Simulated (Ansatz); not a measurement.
Input of the run:

```
crystal:
  lattice:
    - [5.4313155564, 0.0, 0.0]
    - [0.0, 5.4313155564, 0.0]
    - [0.0, 0.0, 21.760780091]
  atoms:
    - { symbol: Ir, position: [0.25, 0.25, 0.3676338792] }
    - { symbol: Ir, position: [0.25, 0.75, 0.3676338792] }
    - { symbol: Ir, position: [0.75, 0.25, 0.3676338792] }
    - { symbol: Ir, position: [0.75, 0.75, 0.3676338792] }
    - { symbol: Ir, position: [0.5, 0.5, 0.4558779597] }
    - { symbol: Ir, position: [0.5, 0.0, 0.4558779597] }
    - { symbol: Ir, position: [0.0, 0.5, 0.4558779597] }
    - { symbol: Ir, position: [0.0, 0.0, 0.4558779597] }
    - { symbol: Ir, position: [0.75, 0.75, 0.5441220403] }
    - { symbol: Ir, position: [0.75, 0.25, 0.5441220403] }
    - { symbol: Ir, position: [0.25, 0.75, 0.5441220403] }
    - { symbol: Ir, position: [0.25, 0.25, 0.5441220403] }
    - { symbol: Ir, position: [0.0, 0.0, 0.6323661208] }
    - { symbol: Ir, position: [0.0, 0.5, 0.6323661208] }
    - { symbol: Ir, position: [0.5, 0.0, 0.6323661208] }
    - { symbol: Ir, position: [0.5, 0.5, 0.6323661208] }
basis:
  ecutwfc: 420
kpoints:
  mp_grid: { grid: [4, 4, 1] }
hamiltonian:
  xc: pbe
  dispersion: d3bj
scf:
  occupations: { method: gaussian, width: 0.1 }
output:
  forces: true
  eigenvalues: true
  write_density: true
  write_potential: true
  elf: true
  volumetric_format: npy
relax:
  adjacent_minimum: "off"
  f_tol: 0.03
  max_steps: 70
  constraints: [{ sites: [0, 1, 2, 3, 4, 5, 6, 7] }]
efield:
  axis: 3
  dipole_correction: true
  ramp_width: 0.04
```

Run as:
```bash
ansatz run input.yaml --threads 4 --pin off --max-ram 10240MiB --backend cpu --events-out ev --progress --plain --runs-dir out
```

What does the potential across the slab give for the work function?

The work function is 5.60 eV, the same on both faces. The two vacuum levels agree, so the slab has no net dipole along its normal. The outermost atoms are 5.7 Å apart, which leaves 16.1 Å of vacuum in a cell 21.8 Å high.

Spin-orbit coupling is left out, which matters for Ir.

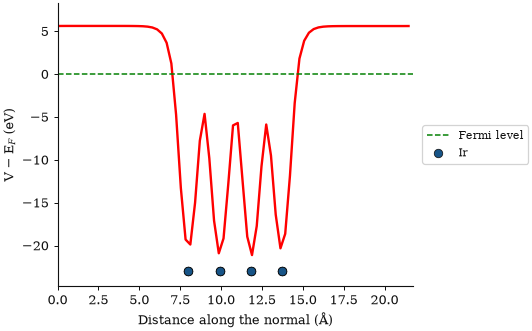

Plane-averaged electrostatic potential energy of an electron across the slab; circles at the bottom mark the heights of the atoms (positions after relaxation).
